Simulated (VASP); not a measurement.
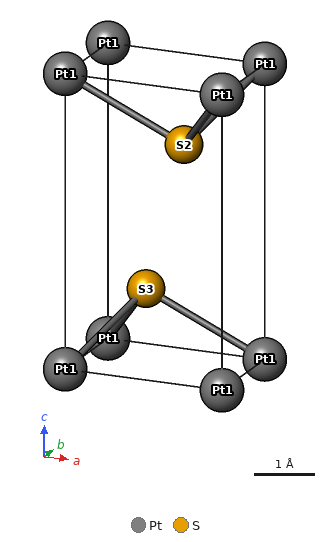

Figure 1. The structure as given in the input (ball-and-stick view of the cell of the calculation, seen slightly off an axis; atoms are numbered from 1 in the order of the input). Near neighbours in the crystal (not all of them lie inside the picture): Pt has 6 S at 2.34 Å; S has 3 Pt at 2.34 Å.

# Geometry relaxation of PtS₂ (part 1 of 4)

PtS₂ (P-3m1, 3 atoms in the cell), computed with Kohn-Sham DFT of a periodic cell, BLYP with D3(BJ), VASP PAW PBE potentials, recommended, no spin polarisation (VASP 6.6.1).

The structure derives from an entry of the Crystallography Open Database.

**INCAR**
```
SYSTEM = PtS2
PREC = Accurate
ENCUT = 600
EDIFF = 1E-7
ISMEAR = -1
SIGMA = 0.05
LREAL = .FALSE.
LASPH = .TRUE.
NELM = 80
ALGO = Fast
ISIF = 3
LWAVE = .FALSE.
LCHARG = .FALSE.
GGA = B5
ALDAX = 1.0
AGGAX = 1.0
AGGAC = 1.0
ALDAC = 0.0
IVDW = 12
VDW_S6 = 1.0
VDW_S8 = 2.6996
VDW_A1 = 0.4298
VDW_A2 = 4.2359
IBRION = 2
NSW = 60
EDIFFG = -0.02
```

**KPOINTS**
```
regular mesh
0
G
  9 9 5
  0 0 0
```

**POSCAR**
```
PtS2
1.0
    3.5432000000      0.0000000000      0.0000000000
   -1.7716000000      3.0685012107      0.0000000000
    0.0000000000      0.0000000000      5.0388000000
Pt S
1 2
Direct
    0.0000000000      0.0000000000      0.0000000000
    0.6666666667      0.3333333333      0.7730000000
    0.3333333333      0.6666666667      0.2270000000
```

Machine: 1 thread of Intel Xeon (Granite Rapids), 64 GiB of memory available, shared host.

Run as:
```bash
cat potpaw_PBE.64/Pt/POTCAR potpaw_PBE.64/S/POTCAR > POTCAR
mpirun -np 1 vasp_std > vasp.out
```

**OSZICAR**
```
N       E                     dE             d eps       ncg     rms          rms(c)
DAV:   1     0.134063304401E+03    0.13406E+03   -0.11511E+04  1508   0.147E+03
DAV:   2    -0.839612625092E+01   -0.14246E+03   -0.13939E+03  1885   0.267E+02
DAV:   3    -0.144639266320E+02   -0.60678E+01   -0.60376E+01  2004   0.593E+01
DAV:   4    -0.145309997807E+02   -0.67073E-01   -0.67054E-01  1906   0.679E+00
DAV:   5    -0.145323701395E+02   -0.13704E-02   -0.13703E-02  2060   0.925E-01    0.197E+01
RMM:   6    -0.131103549285E+02    0.14220E+01   -0.78663E+00  1500   0.182E+01    0.115E+01
RMM:   7    -0.129053283847E+02    0.20503E+00   -0.76508E-01  1500   0.697E+00    0.618E+00
RMM:   8    -0.128994048673E+02    0.59235E-02   -0.67001E-02  1500   0.218E+00    0.114E+00
RMM:   9    -0.128997441386E+02   -0.33927E-03   -0.30357E-02  1512   0.120E+00    0.201E-01
RMM:  10    -0.128999405548E+02   -0.19642E-03   -0.45419E-03  1512   0.556E-01    0.785E-02
RMM:  11    -0.129000756576E+02   -0.13510E-03   -0.14519E-03  1561   0.268E-01    0.346E-02
RMM:  12    -0.129000853796E+02   -0.97220E-05   -0.24578E-04  1512   0.130E-01    0.152E-02
RMM:  13    -0.129000859342E+02   -0.55460E-06   -0.67747E-05  1569   0.621E-02    0.506E-03
RMM:  14    -0.129000868572E+02   -0.92299E-06   -0.11410E-05  1531   0.264E-02    0.544E-03
RMM:  15    -0.129000871693E+02   -0.31210E-06   -0.59301E-06  1498   0.164E-02    0.243E-03
RMM:  16    -0.129000872578E+02   -0.88505E-07   -0.10926E-06  1374   0.785E-03    0.134E-03
RMM:  17    -0.129000872331E+02    0.24689E-07   -0.36524E-07  1153   0.418E-03
   1 F= -.15682938E+02 E0= -.15682937E+02  d E =-.156829E+02
       N       E                     dE             d eps       ncg     rms          rms(c)
DAV:   1    -0.173548837217E+02   -0.44548E+01   -0.10841E+02  1577   0.902E+01    0.168E+01
RMM:   2    -0.141813032385E+02    0.31736E+01   -0.14275E+01  1500   0.292E+01    0.132E+01
RMM:   3    -0.132991800301E+02    0.88212E+00   -0.17826E+00  1500   0.103E+01    0.828E+00
RMM:   4    -0.131675366885E+02    0.13164E+00   -0.57649E-01  1500   0.552E+00    0.636E+00
RMM:   5    -0.131116149690E+02    0.55922E-01   -0.25327E-01  1500   0.300E+00    0.149E+00
RMM:   6    -0.131123195215E+02   -0.70455E-03   -0.48647E-02  1509   0.156E+00    0.520E-01
RMM:   7    -0.131131975579E+02   -0.87804E-03   -0.82796E-03  1531   0.654E-01    0.459E-01
RMM:   8    -0.131135046886E+02   -0.30713E-03   -0.27421E-03  1529   0.377E-01    0.723E-02
RMM:   9    -0.131134764027E+02    0.28286E-04   -0.92325E-04  1504   0.201E-01    0.661E-02
RMM:  10    -0.131135003508E+02   -0.23948E-04   -0.23861E-04  1635   0.106E-01    0.541E-02
RMM:  11    -0.131135078838E+02   -0.75330E-05   -0.58504E-05  1500   0.642E-02    0.535E-02
RMM:  12    -0.131135054400E+02    0.24438E-05   -0.13388E-05  1506   0.277E-02    0.182E-02
RMM:  13    -0.131135050636E+02    0.37634E-06   -0.44500E-06  1507   0.155E-02    0.132E-02
RMM:  14    -0.131135048821E+02    0.18152E-06   -0.22295E-06  1494   0.105E-02    0.361E-03
RMM:  15    -0.131135049162E+02   -0.34079E-07   -0.47410E-07  1200   0.495E-03
   2 F= -.15441223E+02 E0= -.15441118E+02  d E =0.241716E+00
       N       E                     dE             d eps       ncg     rms          rms(c)
DAV:   1    -0.149293079139E+02   -0.18158E+01   -0.43882E+01  1521   0.580E+01    0.103E+01
RMM:   2    -0.135452307810E+02    0.13841E+01   -0.58740E+00  1500   0.179E+01    0.450E+00
RMM:   3    -0.133102403708E+02    0.23499E+00   -0.71367E-01  1500   0.602E+00    0.170E+00
RMM:   4    -0.132644403656E+02    0.45800E-01   -0.32785E-01  1500   0.401E+00    0.937E-01
RMM:   5    -0.132676266553E+02   -0.31863E-02   -0.36432E-02  1517   0.139E+00    0.719E-01
RMM:   6    -0.132690188715E+02   -0.13922E-02   -0.79970E-03  1509   0.668E-01    0.201E-01
RMM:   7    -0.132686022386E+02    0.41663E-03   -0.37948E-03  1503   0.398E-01    0.791E-02
RMM:   8    -0.132686687322E+02   -0.66494E-04   -0.78229E-04  1577   0.203E-01    0.129E-01
RMM:   9    -0.132686886503E+02   -0.19918E-04   -0.17085E-04  1545   0.934E-02    0.174E-01
RMM:  10    -0.132686689885E+02    0.19662E-04   -0.88389E-05  1500   0.721E-02    0.361E-02
RMM:  11    -0.132686687435E+02    0.24502E-06   -0.32609E-05  1502   0.437E-02    0.138E-02
RMM:  12    -0.132686696946E+02   -0.95104E-06   -0.83467E-06  1534   0.199E-02    0.236E-02
RMM:  13    -0.132686696072E+02    0.87351E-07   -0.25374E-06  1505   0.157E-02    0.186E-02
RMM:  14    -0.132686695571E+02    0.50126E-07   -0.60655E-07  1388   0.691E-03
   3 F= -.15870336E+02 E0= -.15870327E+02  d E =-.187398E+00
       N       E                     dE             d eps       ncg     rms          rms(c)
DAV:   1    -0.132629053468E+02    0.57643E-02   -0.26057E-02  1955   0.142E+00    0.223E-01
RMM:   2    -0.132620852203E+02    0.82013E-03   -0.31819E-03  1500   0.432E-01    0.138E-01
RMM:   3    -0.132619388986E+02    0.14632E-03   -0.39067E-04  1500   0.144E-01    0.710E-02
RMM:   4    -0.132619080585E+02    0.30840E-04   -0.25861E-04  1500   0.111E-01    0.265E-02
RMM:   5    -0.132619106176E+02   -0.25592E-05   -0.24694E-05  1501   0.394E-02    0.120E-02
RMM:   6    -0.132619120737E+02   -0.14560E-05   -0.52697E-06  1518   0.160E-02    0.358E-03
RMM:   7    -0.132619122661E+02   -0.19244E-06   -0.11860E-06  1473   0.770E-03    0.213E-03
RMM:   8    -0.132619121090E+02    0.15708E-06   -0.38316E-07  1121   0.428E-03    0.181E-03
RMM:   9    -0.132619121184E+02   -0.93378E-08   -0.68836E-08   939   0.204E-03
   4 F= -.15870689E+02 E0= -.15870681E+02  d E =-.187751E+00
       N       E                     dE             d eps       ncg     rms          rms(c)
DAV:   1    -0.132739810699E+02   -0.12069E-01   -0.21880E+00  1500   0.109E+01    0.127E+00
RMM:   2    -0.132489173247E+02    0.25064E-01   -0.15316E-01  1500   0.319E+00    0.551E-01
RMM:   3    -0.132454957634E+02    0.34216E-02   -0.21308E-02  1500   0.111E+00    0.352E-01
RMM:   4    -0.132447015885E+02    0.79417E-03   -0.72613E-03  1501   0.633E-01    0.194E-01
RMM:   5    -0.132447717992E+02   -0.70211E-04   -0.14228E-03  1508   0.260E-01    0.786E-02
RMM:   6    -0.132448157442E+02   -0.43945E-04   -0.29646E-04  1520   0.125E-01    0.296E-02
RMM:   7    -0.132448244312E+02   -0.86870E-05   -0.67144E-05  1545   0.593E-02    0.150E-02
RMM:   8    -0.132448259719E+02   -0.15407E-05   -0.18359E-05  1576   0.302E-02    0.108E-02
RMM:   9    -0.132448262445E+02   -0.27263E-06   -0.30311E-06  1523   0.132E-02    0.963E-03
RMM:  10    -0.132448262078E+02    0.36700E-07   -0.81092E-07  1415   0.733E-03
   5 F= -.15902968E+02 E0= -.15902958E+02  d E =-.322792E-01
       N       E                     dE             d eps       ncg     rms          rms(c)
DAV:   1    -0.133243955614E+02   -0.79569E-01   -0.13260E+01  1500   0.268E+01    0.305E+00
RMM:   2    -0.131732204829E+02    0.15118E+00   -0.90798E-01  1500   0.770E+00    0.134E+00
RMM:   3    -0.131545587331E+02    0.18662E-01   -0.12547E-01  1500   0.266E+00    0.842E-01
RMM:   4    -0.131501738764E+02    0.43849E-02   -0.41964E-02  1500   0.153E+00    0.432E-01
RMM:   5    -0.131506695052E+02   -0.49563E-03   -0.77191E-03  1506   0.610E-01    0.204E-01
RMM:   6    -0.131509126114E+02   -0.24311E-03   -0.15768E-03  1522   0.292E-01    0.713E-02
RMM:   7    -0.131509582768E+02   -0.45665E-04   -0.37705E-04  1539   0.141E-01    0.380E-02
RMM:   8    -0.131509670879E+02   -0.88112E-05   -0.10559E-04  1561   0.733E-02    0.275E-02
RMM:   9    -0.131509685169E+02   -0.14290E-05   -0.17300E-05  1532   0.334E-02    0.178E-02
RMM:  10    -0.131509686898E+02   -0.17291E-06   -0.62078E-06  1500   0.199E-02    0.317E-03
RMM:  11    -0.131509686221E+02    0.67724E-07   -0.14751E-06  1468   0.100E-02    0.153E-03
RMM:  12    -0.131509687002E+02   -0.78099E-07   -0.51306E-07  1273   0.527E-03
   6 F= -.15933439E+02 E0= -.15933411E+02  d E =-.627497E-01
       N       E                     dE             d eps       ncg     rms          rms(c)
DAV:   1    -0.132066945538E+02   -0.55726E-01   -0.66886E+00  1500   0.181E+01    0.219E+00
RMM:   2    -0.131399802493E+02    0.66714E-01   -0.40700E-01  1500   0.499E+00    0.942E-01
RMM:   3    -0.131285690502E+02    0.11411E-01   -0.53402E-02  1500   0.183E+00    0.478E-01
RMM:   4    -0.131259147758E+02    0.26543E-02   -0.23312E-02  1500   0.944E-01    0.316E-01
RMM:   5    -0.131261419942E+02   -0.22722E-03   -0.31615E-03  1503   0.435E-01    0.132E-01
RMM:   6    -0.131262457246E+02   -0.10373E-03   -0.88492E-04  1528   0.219E-01    0.545E-02
RMM:   7    -0.131262661770E+02   -0.20452E-04   -0.15181E-04  1525   0.101E-01    0.297E-02
RMM:   8    -0.131262708625E+02   -0.46855E-05   -0.53440E-05  1551   0.547E-02    0.293E-03
RMM:   9    -0.131262720357E+02   -0.11731E-05   -0.11170E-05  1587   0.241E-02    0.619E-03
RMM:  10    -0.131262721527E+02   -0.11700E-06   -0.19353E-06  1375   0.107E-02    0.869E-04
RMM:  11    -0.131262722472E+02   -0.94517E-07   -0.51349E-07  1203   0.523E-03
   7 F= -.15959926E+02 E0= -.15959796E+02  d E =-.264875E-01
       N       E                     dE             d eps       ncg     rms          rms(c)
DAV:   1    -0.132352254807E+02   -0.10895E+00   -0.13843E+01  1500   0.262E+01    0.311E+00
RMM:   2    -0.130989291609E+02    0.13630E+00   -0.84469E-01  1500   0.719E+00    0.137E+00
RMM:   3    -0.130751303880E+02    0.23799E-01   -0.10969E-01  1500   0.263E+00    0.683E-01
RMM:   4    -0.130694696284E+02    0.56608E-02   -0.45416E-02  1500   0.135E+00    0.439E-01
RMM:   5    -0.130699579475E+02   -0.48832E-03   -0.64749E-03  1502   0.620E-01    0.192E-01
RMM:   6    -0.130701673754E+02   -0.20943E-03   -0.17101E-03  1521   0.311E-01    0.804E-02
RMM:   7    -0.130702089484E+02   -0.41573E-04   -0.30885E-04  1521   0.145E-01    0.443E-02
RMM:   8    -0.130702188977E+02   -0.99493E-05   -0.11021E-04  1550   0.797E-02    0.508E-03
RMM:   9    -0.130702213150E+02   -0.24173E-05   -0.24163E-05  1566   0.357E-02    0.794E-03
RMM:  10    -0.130702216564E+02   -0.34141E-06   -0.47405E-06  1491   0.169E-02    0.321E-03
RMM:  11    -0.130702218173E+02   -0.16089E-06   -0.12652E-06  1346   0.864E-03    0.105E-03
RMM:  12    -0.130702218548E+02   -0.37563E-07   -0.27985E-07  1063   0.373E-03
   8 F= -.15981381E+02 E0= -.15980806E+02  d E =-.479420E-01
       N       E                     dE             d eps       ncg     rms          rms(c)
DAV:   1    -0.130639763315E+02    0.62455E-02   -0.17781E+00  1605   0.949E+00    0.114E+00
RMM:   2    -0.130471621134E+02    0.16814E-01   -0.10616E-01  1500   0.256E+00    0.521E-01
RMM:   3    -0.130439783734E+02    0.31837E-02   -0.13566E-02  1500   0.936E-01    0.273E-01
RMM:   4    -0.130431682253E+02    0.81015E-03   -0.58483E-03  1500   0.495E-01    0.168E-01
RMM:   5    -0.130432333134E+02   -0.65088E-04   -0.87429E-04  1502   0.223E-01    0.680E-02
RMM:   6    -0.130432627907E+02   -0.29477E-04   -0.22520E-04  1522   0.110E-01    0.276E-02
RMM:   7    -0.130432684177E+02   -0.56270E-05   -0.41994E-05  1514   0.524E-02    0.136E-02
RMM:   8    -0.130432695502E+02   -0.11325E-05   -0.14566E-05  1542   0.283E-02    0.166E-03
RMM:   9    -0.130432699052E+02   -0.35505E-06   -0.32725E-06  1489   0.132E-02    0.138E-03
RMM:  10    -0.130432699484E+02   -0.43158E-07   -0.64687E-07  1236   0.614E-03
   9 F= -.15983182E+02 E0= -.15982513E+02  d E =-.497432E-01
       N       E                     dE             d eps       ncg     rms          rms(c)
DAV:   1    -0.134277193379E+02   -0.38445E+00   -0.14973E+01  1528   0.337E+01    0.490E+00
RMM:   2    -0.129257187321E+02    0.50200E+00   -0.16946E+00  1500   0.959E+00    0.266E+00
RMM:   3    -0.128492710754E+02    0.76448E-01   -0.19993E-01  1500   0.321E+00    0.107E+00
RMM:   4    -0.128337292745E+02    0.15542E-01   -0.11457E-01  1500   0.224E+00    0.511E-01
RMM:   5    -0.128347720550E+02   -0.10428E-02   -0.12051E-02  1501   0.850E-01    0.378E-01
RMM:   6    -0.128350810473E+02   -0.30899E-03   -0.24415E-03  1514   0.378E-01    0.144E-01
RMM:   7    -0.128351200384E+02   -0.38991E-04   -0.76590E-04  1506   0.206E-01    0.453E-02
RMM:   8    -0.128351373872E+02   -0.17349E-04   -0.23595E-04  1544   0.111E-01    0.431E-02
RMM:   9    -0.128351405623E+02   -0.31751E-05   -0.43696E-05  1516   0.534E-02    0.171E-02
RMM:  10    -0.128351417943E+02   -0.12321E-05   -0.14785E-05  1502   0.308E-02    0.455E-03
RMM:  11    -0.128351419102E+02   -0.11586E-06   -0.33835E-06  1535   0.146E-02    0.246E-03
RMM:  12    -0.128351419714E+02   -0.61184E-07   -0.84993E-07  1283   0.716E-03
  10 F= -.15954101E+02 E0= -.15953340E+02  d E =0.290812E-01
       N       E                     dE             d eps       ncg     rms          rms(c)
DAV:   1    -0.133217722925E+02   -0.48663E+00   -0.77915E+00  1514   0.240E+01    0.339E+00
RMM:   2    -0.130593940156E+02    0.26238E+00   -0.92362E-01  1500   0.716E+00    0.234E+00
RMM:   3    -0.130088045211E+02    0.50589E-01   -0.11090E-01  1500   0.245E+00    0.114E+00
RMM:   4    -0.129987655264E+02    0.10039E-01   -0.73283E-02  1500   0.174E+00    0.477E-01
RMM:   5    -0.129991833513E+02   -0.41782E-03   -0.69797E-03  1500   0.683E-01    0.179E-01
RMM:   6    -0.129993453658E+02   -0.16201E-03   -0.16464E-03  1509   0.294E-01    0.883E-02
RMM:   7    -0.129993763524E+02   -0.30987E-04   -0.31566E-04  1525   0.138E-01    0.582E-02
RMM:   8    -0.129993898001E+02   -0.13448E-04   -0.10694E-04  1538   0.760E-02    0.152E-02
RMM:   9    -0.129993887239E+02    0.10762E-05   -0.19832E-05  1502   0.358E-02    0.739E-03
RMM:  10    -0.129993894583E+02   -0.73433E-06   -0.62846E-06  1529   0.194E-02    0.504E-03
RMM:  11    -0.129993896533E+02   -0.19506E-06   -0.13196E-06  1418   0.917E-03    0.181E-03
RMM:  12    -0.129993897085E+02   -0.55142E-07   -0.45427E-07  1148   0.494E-03
  11 F= -.15988734E+02 E0= -.15988044E+02  d E =-.555157E-02
       N       E                     dE             d eps       ncg     rms          rms(c)
DAV:   1    -0.129978861604E+02    0.15035E-02   -0.11544E-03  2011   0.293E-01    0.410E-02
RMM:   2    -0.129978465511E+02    0.39609E-04   -0.13846E-04  1500   0.858E-02    0.259E-02
RMM:   3    -0.129978395565E+02    0.69946E-05   -0.17452E-05  1500   0.298E-02    0.113E-02
RMM:   4    -0.129978384058E+02    0.11507E-05   -0.11105E-05  1500   0.213E-02    0.514E-03
RMM:   5    -0.129978387291E+02   -0.32333E-06   -0.11131E-06  1465   0.828E-03    0.213E-03
RMM:   6    -0.129978388661E+02   -0.13704E-06   -0.27333E-07  1055   0.360E-03    0.138E-03
RMM:   7    -0.129978388775E+02   -0.11324E-07   -0.48833E-08   902   0.163E-03
  12 F= -.15988739E+02 E0= -.15988048E+02  d E =-.555653E-02
       N       E                     dE             d eps       ncg     rms          rms(c)
DAV:   1    -0.130273667099E+02   -0.29528E-01   -0.57624E-01  1500   0.582E+00    0.629E-01
RMM:   2    -0.130200556406E+02    0.73111E-02   -0.21223E-02  1500   0.111E+00    0.314E-01
RMM:   3    -0.130190776302E+02    0.97801E-03   -0.11174E-02  1501   0.590E-01    0.113E-01
RMM:   4    -0.130189888203E+02    0.88810E-04   -0.14329E-03  1506   0.299E-01    0.851E-02
RMM:   5    -0.130189540233E+02    0.34797E-04   -0.31230E-04  1505   0.135E-01    0.228E-02
RMM:   6    -0.130189556242E+02   -0.16009E-05   -0.87337E-05  1543   0.619E-02    0.233E-02
RMM:   7    -0.130189581756E+02   -0.25514E-05   -0.21158E-05  1582   0.313E-02    0.111E-02
RMM:   8    -0.130189576902E+02    0.48533E-06   -0.29893E-06  1505   0.136E-02    0.446E-03
RMM:   9    -0.130189577930E+02   -0.10280E-06   -0.10027E-06  1472   0.737E-03    0.107E-03
RMM:  10    -0.130189578178E+02   -0.24771E-07   -0.19249E-07  1006   0.358E-03
  13 F= -.15990921E+02 E0= -.15990218E+02  d E =-.218209E-02
       N       E                     dE             d eps       ncg     rms          rms(c)
DAV:   1    -0.130164069512E+02    0.25508E-02   -0.12875E-02  1570   0.869E-01    0.946E-02
RMM:   2    -0.130162423296E+02    0.16462E-03   -0.45848E-04  1500   0.161E-01    0.466E-02
RMM:   3    -0.130162199876E+02    0.22342E-04   -0.25151E-04  1501   0.881E-02    0.169E-02
RMM:   4    -0.130162184203E+02    0.15673E-05   -0.30865E-05  1507   0.441E-02    0.129E-02
RMM:   5    -0.130162180915E+02    0.32884E-06   -0.68784E-06  1504   0.200E-02    0.342E-03
RMM:   6    -0.130162181144E+02   -0.22903E-07   -0.19067E-06  1511   0.919E-03    0.353E-03
RMM:   7    -0.130162182043E+02   -0.89914E-07   -0.48538E-07  1215   0.465E-03
  14 F= -.15990989E+02 E0= -.15990289E+02  d E =-.225081E-02
       N       E                     dE             d eps       ncg     rms          rms(c)
DAV:   1    -0.130098342683E+02    0.63838E-02   -0.80003E-02  1500   0.200E+00    0.260E-01
RMM:   2    -0.130094141672E+02    0.42010E-03   -0.59204E-03  1500   0.598E-01    0.157E-01
RMM:   3    -0.130092863219E+02    0.12785E-03   -0.65772E-04  1500   0.221E-01    0.886E-02
RMM:   4    -0.130092521195E+02    0.34202E-04   -0.23693E-04  1500   0.121E-01    0.298E-02
RMM:   5    -0.130092554540E+02   -0.33345E-05   -0.30490E-05  1529   0.441E-02    0.132E-02
RMM:   6    -0.130092564846E+02   -0.10306E-05   -0.53566E-06  1519   0.187E-02    0.451E-03
RMM:   7    -0.130092567716E+02   -0.28700E-06   -0.12506E-06  1485   0.918E-03    0.122E-03
RMM:   8    -0.130092566477E+02    0.12388E-06   -0.38660E-07  1156   0.469E-03    0.114E-03
RMM:   9    -0.130092566711E+02   -0.23374E-07   -0.85085E-08   935   0.236E-03
  15 F= -.15990923E+02 E0= -.15990246E+02  d E =0.666226E-04
       N       E                     dE             d eps       ncg     rms          rms(c)
DAV:   1    -0.130133898411E+02   -0.41332E-02   -0.23377E-02  1500   0.108E+00    0.139E-01
RMM:   2    -0.130132649703E+02    0.12487E-03   -0.17418E-03  1500   0.324E-01    0.862E-02
RMM:   3    -0.130132262727E+02    0.38698E-04   -0.19356E-04  1500   0.120E-01    0.493E-02
RMM:   4    -0.130132140586E+02    0.12214E-04   -0.70272E-05  1500   0.659E-02    0.164E-02
RMM:   5    -0.130132140253E+02    0.33225E-07   -0.89448E-06  1528   0.239E-02    0.716E-03
RMM:   6    -0.130132137048E+02    0.32058E-06   -0.15746E-06  1510   0.101E-02    0.250E-03
RMM:   7    -0.130132136064E+02    0.98338E-07   -0.36032E-07  1161   0.492E-03
  16 F= -.15991149E+02 E0= -.15990460E+02  d E =-.159889E-03
       N       E                     dE             d eps       ncg     rms          rms(c)
DAV:   1    -0.130230327396E+02   -0.98190E-02   -0.58495E-02  1500   0.184E+00    0.235E-01
RMM:   2    -0.130221696406E+02    0.86310E-03   -0.48301E-03  1500   0.562E-01    0.122E-01
RMM:   3    -0.130220137046E+02    0.15594E-03   -0.54362E-04  1500   0.188E-01    0.706E-02
RMM:   4    -0.130219759175E+02    0.37787E-04   -0.23167E-04  1500   0.107E-01    0.392E-02
RMM:   5    -0.130219776246E+02   -0.17072E-05   -0.35784E-05  1500   0.438E-02    0.142E-02
RMM:   6    -0.130219782376E+02   -0.61296E-06   -0.80063E-06  1517   0.208E-02    0.551E-03
RMM:   7    -0.130219782573E+02   -0.19726E-07   -0.18020E-06  1491   0.107E-02    0.251E-03
RMM:   8    -0.130219783954E+02   -0.13810E-06   -0.55441E-07  1270   0.556E-03    0.127E-03
RMM:   9    -0.130219784048E+02   -0.93712E-08   -0.11251E-07   945   0.269E-03
  17 F= -.15991358E+02 E0= -.15990683E+02  d E =-.208631E-03
       N       E                     dE             d eps       ncg     rms          rms(c)
DAV:   1    -0.130291205494E+02   -0.71422E-02   -0.33716E-02  1500   0.140E+00    0.179E-01
RMM:   2    -0.130286222659E+02    0.49828E-03   -0.27875E-03  1500   0.427E-01    0.923E-02
RMM:   3    -0.130285324670E+02    0.89799E-04   -0.31439E-04  1500   0.143E-01    0.532E-02
RMM:   4    -0.130285107615E+02    0.21706E-04   -0.13387E-04  1500   0.812E-02    0.296E-02
RMM:   5    -0.130285115864E+02   -0.82489E-06   -0.20665E-05  1500   0.333E-02    0.108E-02
RMM:   6    -0.130285118364E+02   -0.25007E-06   -0.46426E-06  1517   0.158E-02    0.420E-03
RMM:   7    -0.130285118151E+02    0.21304E-07   -0.10455E-06  1446   0.811E-03    0.191E-03
RMM:   8    -0.130285119107E+02   -0.95541E-07   -0.32095E-07  1122   0.424E-03
  18 F= -.15991411E+02 E0= -.15990747E+02  d E =-.261764E-03
```
